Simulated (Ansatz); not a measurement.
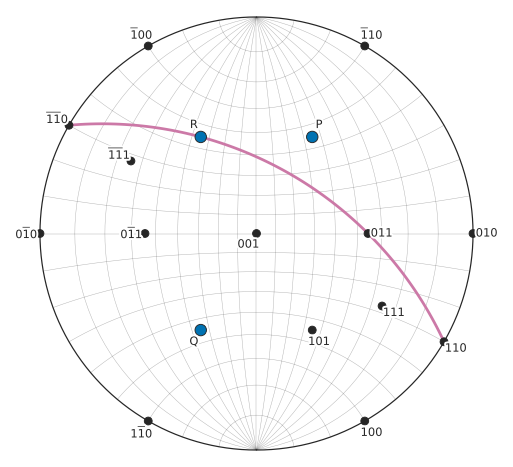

Crystal: Al3Ni2, the geometry relaxed with DFT PBEsol, scalar-relativistic, plane waves, PAW (Ansatz 0.2.0). Stereographic projection of plane normals (upper hemisphere) centred on (0 0 1). Symmetry computed with spglib at a tolerance of 0.002 Å; standard conventional cell.

a = 4.003 Å, b = 4.003 Å, c = 4.859 Å, α = 90.00°, β = 90.00°, γ = 120.00°.

Index the poles marked P, Q, R.

Answer. P is (−1 1 1), in four indices (−1 1 0 1), 54.5° from the centre; Q is (1 −1 1), in four indices (1 −1 0 1), 54.5° from the centre; R is (−1 0 1), in four indices (−1 0 1 1), 54.5° from the centre.

Which zone does the coloured great circle trace?

Answer. The zone [1 −1 1]: its poles satisfy h − k + l = 0.

What is the angle between the normals of (−1 −1 0) and (−1 −1 1), and what are their d_hkl = 1/|g|?

Answer. 22.4°; d = 2.002 Å and 1.851 Å.
